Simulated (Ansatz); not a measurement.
Run report: MoS2, single-point calculation

The run: single-point calculation of MoS2 (R-3m, 12 atoms in the cell). Method and program: DFT PBE+D3(BJ), scalar-relativistic, plane waves, PAW, no spin polarisation (Ansatz 0.2.0).

The structure derives from an entry of the Crystallography Open Database. It belongs to a series of runs on one base structure; here: the relaxed cell repeated 4 times. Figures and captions count atoms from 1; the log counts them from 0 in places.

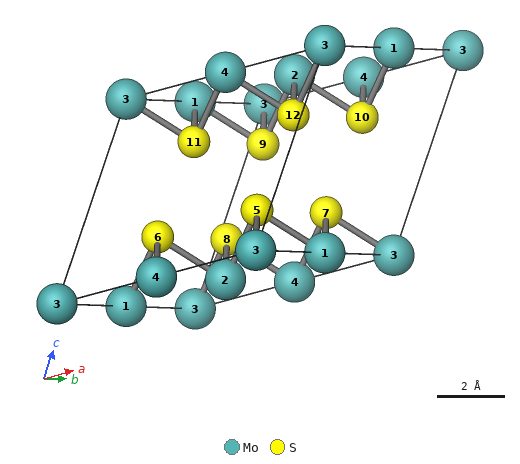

Fig. 1: The structure as given in the input (ball-and-stick view of the cell of the calculation, seen at an oblique angle; atoms are numbered from 1 in the order of the input). Near neighbours in the crystal (not all of them lie inside the picture): Mo has 6 S at 2.42 Å; S has 3 Mo at 2.42 Å.

Key numbers

| quantity | value |
| --- | --- |
| outcome | converged |
| space group (tolerance 0.01 Å) | R-3m (166) |
| electrons treated | 104 |
| free energy | −27053.0705 eV |
| Fermi energy | 11.990 eV |
| gap on the k-point mesh | none (metallic) |
| pressure | 0.04 GPa |
| largest force (length of the vector) | 0.002 eV/Å |
| hardware | 1 thread of AMD EPYC (Zen 5), 32 GiB of memory available, shared host |
| wall time | 1.8 min |
| peak memory | 2.3 GiB |

The program warns: the k-point mesh lowers the symmetry that the run can use.

The input
```yaml
crystal:
  lattice:
    - [3.133457715, -5.4273079657, 0.0]
    - [6.2669154299, 0.0, 0.0]
    - [3.133457715, -1.8091026552, 5.9589013495]
  atoms:
    - { symbol: Mo, position: [0.0, 0.5, 0.0] }
    - { symbol: Mo, position: [0.5, 0.5, 0.0] }
    - { symbol: Mo, position: [0.0, 0.0, 0.0] }
    - { symbol: Mo, position: [0.5, 0.0, 0.0] }
    - { symbol: S, position: [0.7436695412, 0.2436695412, 0.2689913765] }
    - { symbol: S, position: [0.2436695412, 0.2436695412, 0.2689913765] }
    - { symbol: S, position: [0.7436695412, 0.7436695412, 0.2689913765] }
    - { symbol: S, position: [0.2436695412, 0.7436695412, 0.2689913765] }
    - { symbol: S, position: [0.2563304588, 0.7563304588, 0.7310086235] }
    - { symbol: S, position: [0.7563304588, 0.7563304588, 0.7310086235] }
    - { symbol: S, position: [0.2563304588, 0.2563304588, 0.7310086235] }
    - { symbol: S, position: [0.7563304588, 0.2563304588, 0.7310086235] }
basis:
  ecutwfc: 420
kpoints:
  mp_grid: { grid: [12, 12, 10] }
hamiltonian:
  xc: pbe
  dispersion: d3bj
scf:
  occupations: { method: gaussian, width: 0.15 }
output:
  forces: true
  stress: true
  eigenvalues: true
  write_density: true
  write_potential: true
  elf: true
  volumetric_format: npy
```

Run as:
```bash
ansatz run input.yaml --threads 1 --pin off --max-ram 2560MiB --backend cpu --events-out ev --progress --plain --runs-dir out
```

The program's output
```
Warning: crystal.symmetry: narrowed to the stabiliser of the k-point mesh — unitary ops 48 → 16; excluded 32 operations that carry a point of the 12×12×10 mesh (shift [0, 0, 0]) off the mesh (the run samples exactly the mesh kpoints.mp_grid names, as under crystal.symmetry.detect: false, and its converged state has the mesh's symmetry, not the crystal's; ε∞, the Born charges and the force constants of a linear response (`dielectric:` by the response, `phonons.method: dfpt`) are averaged over those of the crystal's operations that the state keeps within a tolerance, where `mesh_tensors`, `unaveraged_element` or `gamma_mean_max_change_ev_ang2` stands beside them; a row that `dielectric.field_direction` solves alone is averaged likewise, with nothing beside; a Γ-centred mesh of equal divisions is mapped onto itself by every operation and keeps the whole group, as does a half-shifted one under kpoints.further_shifts: images)
Engine: ansatz 0.2.0, x86_64-unknown-linux-gnu
Pseudopotentials: kind: paw
Pseudopotential: Mo, paw, valence charge 14, recommended cutoff 420 eV (normal), Mo.paw.azcp
Pseudopotential: S, paw, valence charge 6, recommended cutoff 420 eV (normal), S.paw.azcp
Functional definition: PBE
  parameter kappa = 0.804
  parameter beta = 0.06672455060314922
  exchange = pbe_x(kappa = kappa, mu = beta*pi^2/3)
  correlation = pbe_c(beta = beta)
Crystal: 12 atoms, lattice volume = 202.677 Å³
Basis set: ecut = 420 eV, 3979 PW (Γ), exchange–correlation on 90×90×96 points (8 copies of the dense FFT grid, shifted against one another)
Bands: 64, of which v1, the nominal top of the filled ones, is band 52 counted from 1 (51 counted from 0)
Symmetry: 16 space group operations
k-points: 398 of 1440
Non-local potential: Mo, projectors of the file, l = 0: 3, l = 1: 2, l = 2: 2, l = 3: 1
Non-local potential: S, projectors of the file, l = 0: 2, l = 1: 2, l = 2: 2
PAW form: soft (Blöchl's): semilocal exchange-correlation on the pseudo side does not see the compensation charge
PAW one-centre angular grid: Mo, 590 points (default); XC on 64 Gauss nodes
PAW one-centre angular grid: S, 110 points (default); XC on 64 Gauss nodes
Initial density: superposition of atomic densities (neutral atoms: chi_scale 0, normalization atom), corrected by the library's trained network
Initial wavefunctions: pseudopotential atomic-orbital guess
Functional: x = pbe(κ = 0.804, μ = 0.2195149727645171), c = pbe(β = 0.06672455060314922)
SCF iter   1: F=—  HF=-27053.082610 eV  |F-HF|=—  |Δ(HF+E_count)|=         —  Δρ=5.01e-3  dr2=1.26e-1  ethr=1.77e-3  ⟨swp⟩=5.3  Hψ=92478  notcnv=0
preconditioner: auto → Kerker (q_TF=auto, 2.441 Å⁻¹)  [metal: Δε(μ)=0.002 eV  Ē_g=7.494 eV  σ=0.150 eV  W_gap=0.01  n_scr=58 (ndim 8)  ℏωp=22.1 eV  f_vac=0.002  D(μ)=3.96/eV (n_scr^D=20)]
the mixing steps aren't corrected for partly filled atomic shells, since the memory limit or a GPU had no room for it. The iterations and, of several solutions, the one reached can differ
SCF iter   2: F=—  HF=-27053.072028 eV  |F-HF|=—  |Δ(HF+E_count)|=   1.06e-2  Δρ=2.39e-3  dr2=1.49e-2  ethr=1.21e-4  ⟨swp⟩=1.5  Hψ=30875  notcnv=0  defer=1
SCF iter   3: F=—  HF=-27053.071471 eV  |F-HF|=—  |Δ(HF+E_count)|=   5.57e-4  Δρ=1.16e-3  dr2=8.45e-3  ethr=1.43e-5  ⟨swp⟩=2.3  Hψ=35169  notcnv=0  defer=1
SCF iter   4: F=—  HF=-27053.070544 eV  |F-HF|=—  |Δ(HF+E_count)|=   9.27e-4  Δρ=3.44e-4  dr2=5.67e-4  ethr=8.13e-6  ⟨swp⟩=2.0  Hψ=33679  notcnv=0  defer=1
SCF iter   5: F=—  HF=-27053.070536 eV  |F-HF|=—  |Δ(HF+E_count)|=   8.10e-6  Δρ=1.01e-4  dr2=2.40e-5  ethr=5.45e-7  ⟨swp⟩=2.0  Hψ=35245  notcnv=0  defer=1
SCF iter   6: F=—  HF=-27053.070540 eV  |F-HF|=—  |Δ(HF+E_count)|=   3.82e-6  Δρ=2.73e-5  dr2=2.57e-6  ethr=2.31e-8  ⟨swp⟩=2.0  Hψ=38264  notcnv=0  defer=1
SCF iter   7: F=—  HF=-27053.070542 eV  |F-HF|=—  |Δ(HF+E_count)|=   2.20e-6  Δρ=7.96e-6  dr2=1.25e-7  ethr=2.47e-9  ⟨swp⟩=2.0  Hψ=38407  notcnv=0  defer=1
SCF iter   8: F=-27053.070542 eV  HF=-27053.070542 eV  |F-HF|=4.81e-9  |Δ(HF+E_count)|=   1.66e-7  Δρ=1.46e-6  dr2=3.69e-9  ethr=9.62e-11  ⟨swp⟩=13.2  Hψ=173593  notcnv=0
SCF 1 converged in 8 iterations: F = -27053.070542 eV  dr2 = 3.69e-9
  greatest PAW one-centre occupation: 0.998 electrons in one spin orbital (limit 2), on the Mo atom at site 3 (counted from 0), in its partial waves of l = 0
```

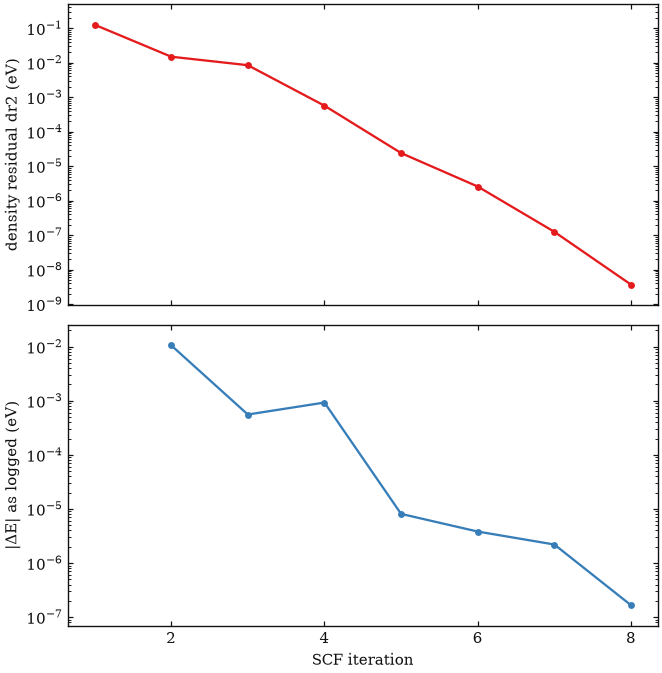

Fig. 2: Convergence of the self-consistent field: density residual dr2 and size of the energy change against the SCF iteration. The residual falls at every step.

```
SCF converged after 8 iterations
Free energy (F): -27053.070542 eV
Harris-Foulkes:  -27053.070542 eV  (|F-HF|=4.81e-9)
Internal energy: -27053.026907 eV  (E = F + TS)
E sigma→0 (E₀):  -27053.048724 eV
Entropy (-TS):   -0.043635 eV (-3.636 meV/atom)
Fermi energy:    11.989575 eV
--- Per-component energies (eV) ---
  E_band       = -526.943592
  E_kinetic    = 2626.554483
  E_local      = -7076.713385  (includes V_loc(G=0)·N_el)
  E_nonlocal   = 798.539399
  E_hartree    = 2679.668274
  E_xc         = -1514.351702
  E_vxc        = -1620.695304  (∫ρ·V_xc dr)
  E_paw        = -17606.537366  (= ΣΔE_a)
  E_vpaw       = -613.967695  (= ΣTr[D̂ρ^β])
  E_aug_tail   = 0.000177  (compensation charges beyond the density's cutoff)
  E_ewald      = -6954.789193
  E_disp       = -5.397593  (pairwise vdW)
  E_smearing   = -0.043635  (= −TS)
  E_closure    = 0.000000  (closes the sum)
  Σ components = -27053.070542   (vs F -27053.070542, Δ=0.00e0)
--- Forces (eV/Å), atoms counted from 1 ---
  atom   1  Mo    -0.00000000     0.00000000     0.00000000
  atom   2  Mo    -0.00000000    -0.00000000     0.00000000
  atom   3  Mo     0.00000000     0.00000000    -0.00000000
  atom   4  Mo    -0.00000000     0.00000000    -0.00000000
  atom   5  S     -0.00001061     0.00000613    -0.00160651
  atom   6  S     -0.00001061     0.00000613    -0.00160651
  atom   7  S     -0.00001061     0.00000613    -0.00160651
  atom   8  S     -0.00001061     0.00000613    -0.00160651
  atom   9  S      0.00001061    -0.00000613     0.00160651
  atom  10  S      0.00001061    -0.00000613     0.00160651
  atom  11  S      0.00001061    -0.00000613     0.00160651
  atom  12  S      0.00001061    -0.00000613     0.00160651
  max |Σ_I F_I| component: 6.94e-18 eV/Å
--- Stress (GPa, compression-positive) ---
        0.063831      -0.000007      -0.000062
       -0.000007       0.063823       0.000036
       -0.000062       0.000036      -0.014353
  P = ⅓ Tr σ = 0.0378 GPa (0.378 kbar)
--- Band table (eV; the first three rows and the last of 398) ---
  k-point 0: bands = ["-49.6991", "-49.6534", "-49.6534", "-49.6534", "-24.0594", "-24.0594", "-24.0594", "-23.7957", "-23.7317", "-23.7317", "-23.7317", "-23.7084", "-23.7084", "-23.7084", "-23.6327", "-23.6327", "-3.2516", "-1.5220", "-1.2626", "-1.2626", "-1.2626", "-0.6719", "-0.6719", "-0.6719", "4.7513", "4.7513", "4.7513", "4.7703", "6.4829", "6.4829", "6.4829", "7.4947", "7.4947", "7.4947", "8.1113", "8.1113", "8.1113", "8.2864", "8.2864", "9.1644", "9.1644", "9.1644", "9.5103", "9.5103", "9.5103", "10.3034", "10.3034", "10.3034", "10.4210", "10.5751", "11.1825", "11.1825", "12.0516", "12.0516", "13.3583", "13.3583", "13.3583", "13.7871", "13.7871", "13.7871", "15.1581", "15.1581", "15.7779", "15.7779"]
  k-point 1: bands = ["-49.6991", "-49.6534", "-49.6534", "-49.6534", "-24.0594", "-24.0594", "-24.0594", "-23.7957", "-23.7318", "-23.7318", "-23.7318", "-23.7084", "-23.7084", "-23.7084", "-23.6327", "-23.6327", "-3.2224", "-1.5759", "-1.2833", "-1.2833", "-1.2833", "-0.6471", "-0.6471", "-0.6471", "4.7781", "4.7781", "4.7781", "4.8660", "6.4349", "6.4349", "6.4349", "7.4714", "7.4714", "7.4714", "8.0963", "8.0963", "8.0963", "8.2897", "8.2897", "9.1093", "9.1093", "9.1093", "9.6040", "9.6040", "9.6040", "9.8930", "10.3416", "10.3416", "10.3416", "11.0126", "11.1840", "11.1840", "12.0323", "12.0323", "13.3583", "13.3583", "13.3583", "13.8273", "13.8273", "13.8273", "15.1781", "15.1781", "15.7065", "15.7065"]
  k-point 2: bands = ["-49.6991", "-49.6534", "-49.6534", "-49.6534", "-24.0594", "-24.0594", "-24.0594", "-23.7958", "-23.7318", "-23.7317", "-23.7317", "-23.7084", "-23.7084", "-23.7084", "-23.6327", "-23.6327", "-3.1373", "-1.7239", "-1.3312", "-1.3312", "-1.3312", "-0.5885", "-0.5885", "-0.5885", "4.8487", "4.8487", "4.8487", "5.1365", "6.3402", "6.3402", "6.3402", "7.3546", "7.3546", "7.3546", "8.0587", "8.0587", "8.0587", "8.2984", "8.2984", "9.0841", "9.0841", "9.0841", "9.2403", "9.7568", "9.7568", "9.7568", "10.4421", "10.4421", "10.4421", "11.1885", "11.1885", "11.4049", "11.9817", "11.9817", "13.3581", "13.3581", "13.3581", "13.9267", "13.9267", "13.9267", "15.2299", "15.2299", "15.5245", "15.5245"]
  k-point 397: bands = ["-49.6763", "-49.6763", "-49.6534", "-49.6534", "-23.9789", "-23.9789", "-23.8496", "-23.8496", "-23.8156", "-23.8156", "-23.7522", "-23.7522", "-23.7085", "-23.7085", "-23.6825", "-23.6825", "-2.2199", "-2.2199", "-1.4014", "-1.4014", "-1.1814", "-1.1814", "-0.7857", "-0.7857", "5.9683", "5.9683", "6.1032", "6.1032", "6.1947", "6.1947", "6.8533", "6.8533", "7.1240", "7.1240", "7.6220", "7.6220", "7.7250", "7.7250", "8.4586", "8.4586", "8.4595", "8.4595", "9.3689", "9.3689", "9.7101", "9.7101", "10.2232", "10.2232", "10.7050", "10.7050", "11.6892", "11.6892", "12.1970", "12.1970", "12.3494", "12.3494", "12.8928", "12.8928", "13.8932", "13.8932", "14.8516", "14.8516", "15.1520", "15.1520"]
```

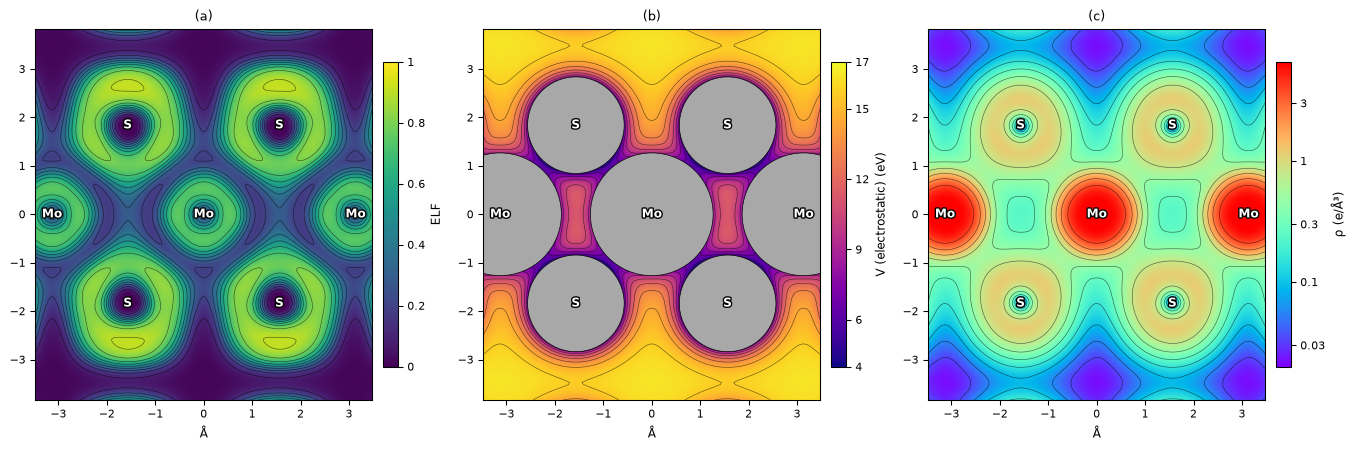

Fig. 3: (a) ELF; (b) electrostatic potential energy of an electron; (c) valence electron density on the (011) plane of the calculation cell. Grey discs, where drawn, cover atomic cores. The section cuts through Mo and S sites. Mo–S (2.42 Å): the density is about 0.56 e/Å³ at the midpoint; the ELF is about 0.40 at the midpoint. Away from the nuclei the density in this plane falls to 0.02 e/Å³ at its lowest. The strong features right at Mo lie inside the PAW spheres (semicore, d or f shells) and say nothing about bonding. Outside the cores the potential energy rises away from the atoms and is highest about 2.3 Å from the nearest atoms; outside the discs it spans about 12 eV, and its zero is arbitrary. In a PAW calculation such maps are meaningful between the atoms, not at the nuclei.

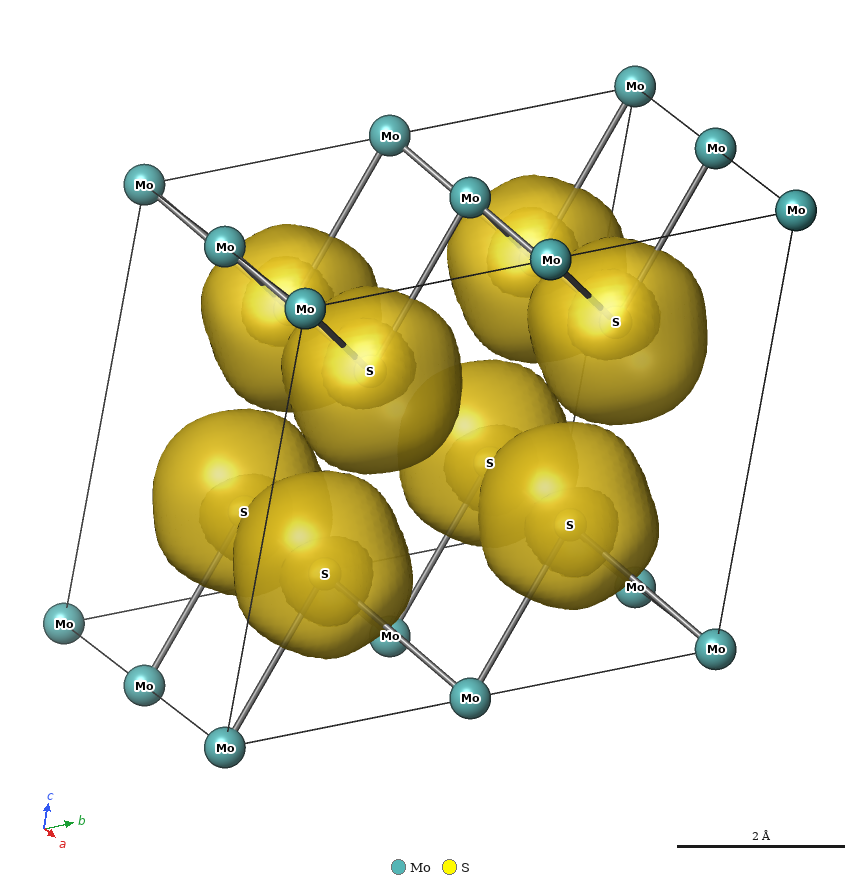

Fig. 4: Isosurface of the electron localisation function at 0.7 (yellow), seen slightly off an axis. Core shells and regions of very low density are left out. Sticks mark near contacts. The outline is the calculation cell. Along the contacts the grid gives the following. Mo–S (2.42 Å): the ELF is about 0.40 at the midpoint.
